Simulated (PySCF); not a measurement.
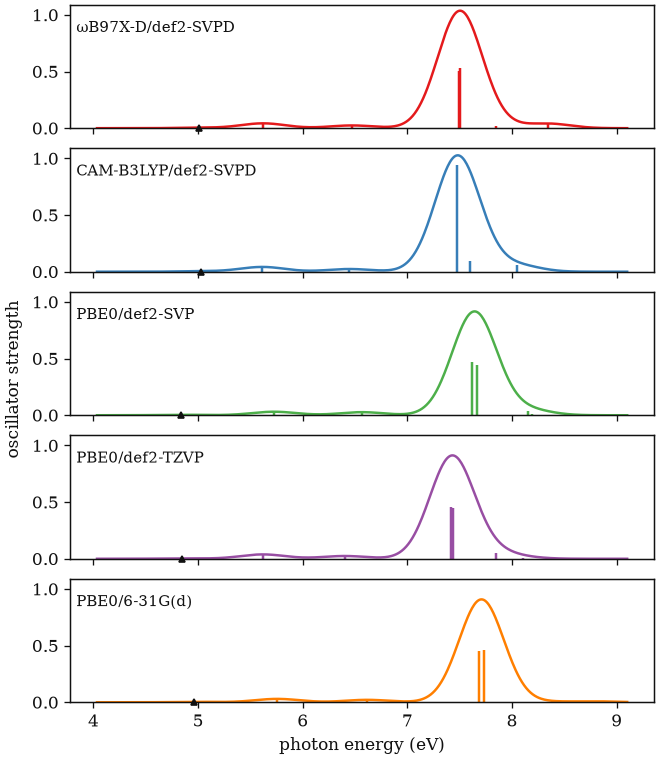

Vertical TDDFT spectra of C₅H₅N, SMILES c1ccncc1 at one geometry and several levels (PySCF 2.14.0, at a PBE0-D3(BJ)/def2-SVP geometry (no frequency check)); sticks with Gaussians of 1/e half-width 0.30 eV, the triangle marks S1, which has the same leading orbital pair at all these levels. Only the lowest states were computed, so the high end is incomplete. States within 0.01 eV of each other are merged, with their strengths summed. The highest state may be half of a pair whose partner wasn't computed.

> Order the levels by their S1 energy.

From lowest to highest: PBE0/def2-SVP 4.83 eV, PBE0/def2-TZVP 4.85 eV, PBE0/6-31G(d) 4.96 eV, ωB97X-D/def2-SVPD 5.01 eV, CAM-B3LYP/def2-SVPD 5.03 eV; a spread of 0.19 eV.

Limits of at least one run: 6-31G(d) has no diffuse functions, so states with Rydberg character are missing or too high; core orbitals are frozen in the response; def2-SVP has no diffuse functions, so states with Rydberg character are missing or too high; def2-TZVP has no diffuse functions, so states with Rydberg character are missing or too high; states above the negative HOMO energy depend on the basis.
